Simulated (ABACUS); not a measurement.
**Energy of Sb along an even scaling of the cell**

System: Sb (R-3m, 2 atoms in the cell).
Method: Kohn-Sham DFT of a periodic cell, PBEsol, PseudoDojo NC SR 0.4.1 PBEsol standard, no spin polarisation (ABACUS 3.10.1).

The 7 runs differ only in the geometry, by an even scaling of the cell at fixed fractional positions. The structure derives from an entry of the Crystallography Open Database.

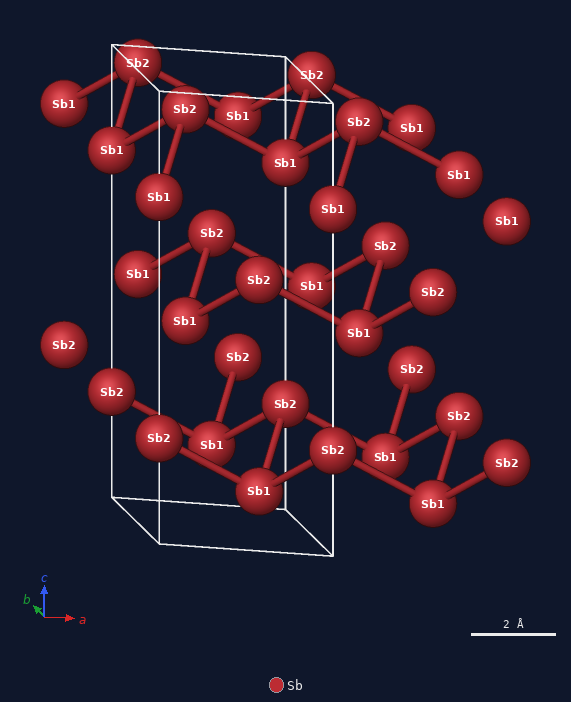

Figure 1. The structure of run 4 (ball-and-stick view of the cell 3 times as large as that of the calculation, set on its symmetry axes, repeated 2 × 2 × 1, seen slightly off an axis; atoms are numbered from 1 in the order of the input).

### Input of run 4
```
INPUT_PARAMETERS
suffix              Sb
calculation         scf
basis_type          pw
pseudo_dir          ./
symmetry            1
dft_functional      pbesol
ecutwfc             81
pseudo_rcut         10
nspin               1
nbands              19
ks_solver           dav
smearing_method     fd
smearing_sigma      0.00367493
scf_thr             1e-08
scf_nmax            100
mixing_type         broyden
mixing_beta         0.7
cal_force           1
cal_stress          1
kpar                4
```

### File STRU of run 4
```
ATOMIC_SPECIES
Sb 121.7600 Sb.upf

LATTICE_CONSTANT
1.8897261246

LATTICE_VECTORS
2.1542000000 1.2437279499 3.7580000000
-2.1542000000 1.2437279499 3.7580000000
0.0000000000 -2.4874558998 3.7580000000

ATOMIC_POSITIONS
Direct

Sb
0.0
2
0.7665100000 0.7665100000 0.7665100000 1 1 1
0.2334900000 0.2334900000 0.2334900000 1 1 1
```

### File KPT of run 4
```
K_POINTS
0
Gamma
6 6 6 0 0 0
```

Command:
```bash
OMP_NUM_THREADS=1 mpirun -np 4 abacus > log
```

Run 5 differs from it as follows:
```diff
-2.1542000000 1.2437279499 3.7580000000
--2.1542000000 1.2437279499 3.7580000000
-0.0000000000 -2.4874558998 3.7580000000
+2.1684666409 1.2519647989 3.7828881425
+-2.1684666409 1.2519647989 3.7828881425
+0.0000000000 -2.5039295978 3.7828881425
```

### Results, with one run withheld

```csv
run,volume per atom (Å³),"free energy per atom, from the lowest run given (meV)",pressure (GPa)
1,28.393,23.12,4.12
2,28.998,10.26,2.62
3,29.602,2.73,1.28
4,30.206,0.00,0.07
5,30.810,?,?
6,31.414,7.16,−2.02
7,32.018,16.27,−2.91
```

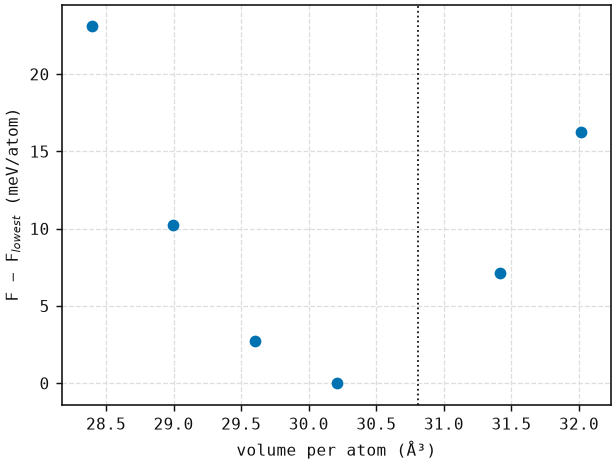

Figure 2. Free energy per atom of the runs given; the dotted line marks run 5.

What should run 5 give?

A cubic polynomial in V^(−2/3) (the Birch–Murnaghan form), fitted to the 6 runs given, misses them by under 0.01 meV per atom. With x = V^(−2/3) − 0.10344 Å⁻², it reads F = 0.24918 + 1125.4 x + 1.1443e+06 x² − 1.1206e+05 x³ (meV per atom). At run 5 it gives 1.61 meV per atom, and the run itself gives 1.61. The slope of the fit gives a pressure −dF/dV of −0.97 GPa there, and the run prints −1.03 GPa. The two needn't agree exactly: the fit is approximate, and the printed stress is taken on a finite basis. The fit has its minimum at 30.274 Å³ per atom, where V d²F/dV² gives 57.1 GPa. Cell shape and fractional positions are held, so this is the stiffness under even scaling; the relaxed bulk modulus wasn't computed.

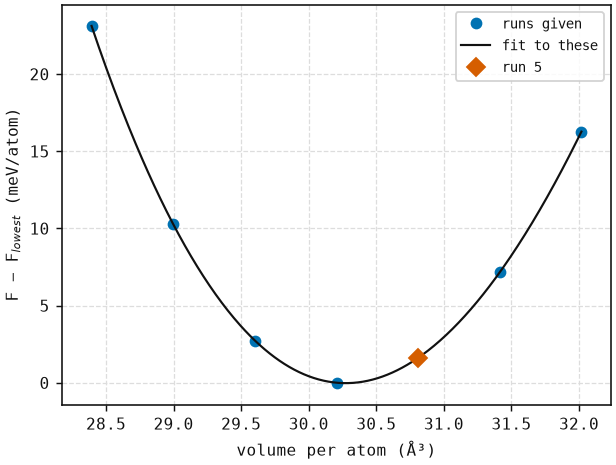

Figure 3. The fit and the withheld run.

### Some lines of the output (run 5)
```
[...]
                          Volume (Bohr^3) = 415.83
                             Volume (A^3) = 61.6196
 E_Fermi        0.7384552459         10.0471990619
 E_Fermi        0.7379651196         10.0405305516
 E_Fermi        0.7390667357         10.0555188079
 E_Fermi        0.7390793378         10.0556902681
 E_Fermi        0.7391634933         10.0568352628
 E_KS(sigma->0) -363.1332318831      -4940.6810867657
 E_Fermi        0.7391694605         10.0569164507
 final etot is -4940.6823103 eV
 EFERMI = 10.056916451 eV
 TOTAL-PRESSURE: -10.251573 KBAR
 !FINAL_ETOT_IS -4940.6823103445949528 eV
```
